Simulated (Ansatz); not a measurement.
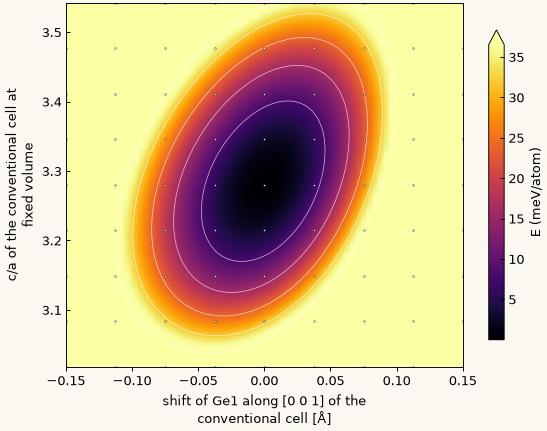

Ge (P6_3/mmc, No. 194; 8 atoms in the cell). The energy is mapped over a free internal coordinate and the cell. The first coordinate is: shift of Ge1 along [0 0 1] of the conventional cell, Cartesian (0 0 1), its symmetry partners moved as symmetry demands (measured in the relaxed cell); the second: c/a of the conventional cell at fixed volume. Nothing is relaxed (all other coordinates fixed). The scan uses a 9 × 9 grid. Points are written as (first, second). All energies are given in meV/atom relative to the lowest grid point. All numbers below come from Ansatz 0.2.0, DFT PBE, scalar-relativistic, plane waves, PAW. Settings: cutoff 420 eV, k-mesh 15×15×4 in the order of the run's cell vectors, gaussian smearing 0.15 eV, no spin polarisation.

The picture shows a smooth colour map with a few white contour lines, dots at the grid points, one colour for all values above the top of the scale. Between grid points the surface is interpolated.

> Estimate the position of the minimum and the force constants in these coordinates.

The interpolated minimum is at the first coordinate ≈ 0.000 Å, the second coordinate ≈ 3.280. The curvatures there are about 68 eV/Å² and 11 eV, with a cross term of about −10 eV/Å (per cell of 8 atoms). Round the minimum the valley is somewhat tilted: raising the first coordinate shifts the best value of the second coordinate upwards (coupling k₁₂/√(k₁₁k₂₂) about −0.4).
